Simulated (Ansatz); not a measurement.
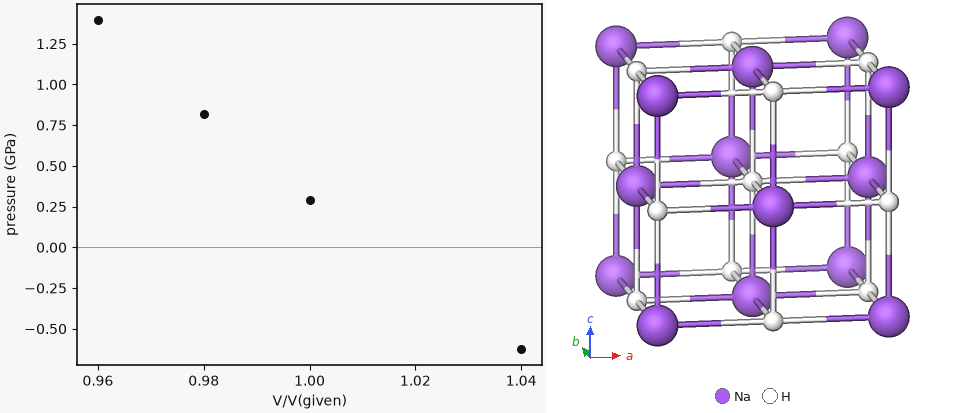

The picture above shows the pressure against V/V(given) for NaH, space group Fm-3m (No. 225). The conventional cell is drawn beside the plot.

Cell as given: a = 3.375 Å, b = 3.375 Å, c = 3.375 Å, α = 60.00°, β = 60.00°, γ = 60.00°; 2 atoms.

How it was computed, with Ansatz 0.2.0: periodic Kohn-Sham DFT of a crystal at fixed atoms, scaled to the stated factor times the given cell; pressure positive in compression. Level: PBEsol.

- method: frozen-core PAW
- relativity: scalar
- k mesh: 11×11×11
- occupations: Fermi–Dirac
- smearing width: 0.02 eV
- wave cutoff: 420 eV
- PAW set: soft_2

V(given) is 13.59 Å³/atom.

The point at V/V(given) 1.02 is left out of the plot. What does the calculation give there?

```
V/V(given)  pressure (GPa)
      1.02          -0.188
```

Limits of the calculation: PAW files made with PBE.
